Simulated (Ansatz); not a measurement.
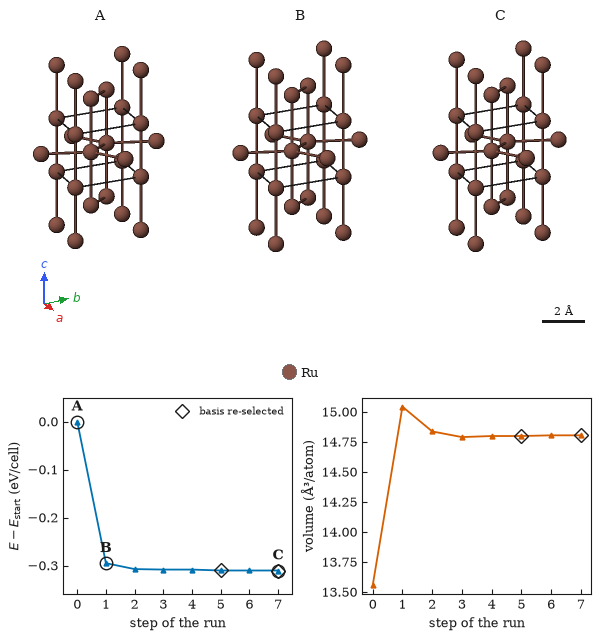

Frames of a relaxation of a crystal of Ru (a generated structure, set up in P6/mmm), marked on the history of the run. The picture is a ball-and-stick view of the cell of the calculation, seen slightly off an axis.

Phase: omega (AlB2-type).

All numbers below come from Ansatz 0.2.0, DFT, BLYP, plane waves (420 eV) with PAW, scalar-relativistic. Settings: plane-wave cutoff 420 eV; k-point mesh 9 × 9 × 12; occupations fermi dirac; smearing width 0.1 eV; no spin polarisation; cell and atoms relaxed; force threshold 0.01 eV/Å; at most 60 steps.

Q: Describe the path.

A: No atom moves by more than 0.005 Å relative to the cell. Cell: a = b 4.247 → 4.332 Å (+2.0 %), c 2.603 → 2.733 Å (+5.0 %). Volume +9.2 %. Some distances before and after: Ru–Ru 2.603 → 2.733 Å, Ru–Ru 2.776 → 2.850 Å, Ru–Ru 2.452 → 2.501 Å. The space group stays P6/mmm (No. 191). After 5 accepted moves (7 points after the start) the energy has fallen by 0.310 eV per cell of the calculation. All forces vanish by symmetry, so only the cell relaxes. Pressure: 27.02 GPa at the start and 0.00 GPa at the end. At 2 points the geometry stayed and the basis and grid were re-selected for the new cell (energy shift of 1.9 meV per cell of the calculation at most each time). The run took 16 s on 2 threads of Intel(R) Xeon(R) Platinum 8488C (Sapphire Rapids), on a shared host, peak memory 0.45 GiB. From step 0 to 1: volume +11.0 %, energy −0.295 eV per cell of the calculation. From step 1 to 7: volume −1.6 %, energy −15.3 meV per cell of the calculation.
